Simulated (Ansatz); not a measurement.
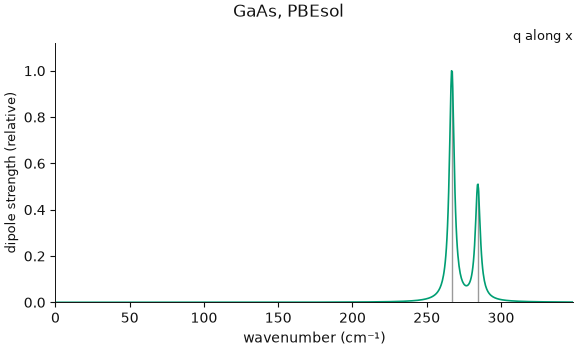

The figure shows the polar optical modes, transverse and longitudinal, approaching the zone centre along x for GaAs, space group F-43m (No. 216). Lines are broadened by Lorentzians of 4 cm⁻¹ full width; the spectrum is scaled to its strongest line.

The given structure:
```
CELL_PARAMETERS angstrom
0.00000 2.81646 2.81646
2.81646 0.00000 2.81646
2.81646 2.81646 0.00000
ATOMIC_POSITIONS crystal
Ga 0.00000 0.00000 0.00000
As 0.75000 0.75000 0.75000
```

How it was computed, with Ansatz 0.2.0: optical phonons of an insulator on the approach to the zone centre along x, y and z with the field of polar modes, imaginary frequencies are negative, field response on a mesh refined by the program; plane waves with PAW datasets. Level: PBEsol, no spin polarisation.

wave cutoff 420 eV; k mesh 12×12×12; occupations fixed; pressure 1 GPa.

Which of the stronger lines are transverse and which longitudinal?

Answer. The transverse (TO, twofold) lines lie at 266.9 and the longitudinal (LO) ones at 284.4 cm⁻¹, the same along x, y and z by the cubic symmetry.

Note: a crossing between the sampled k points may be missed; field response not converged on the k mesh.
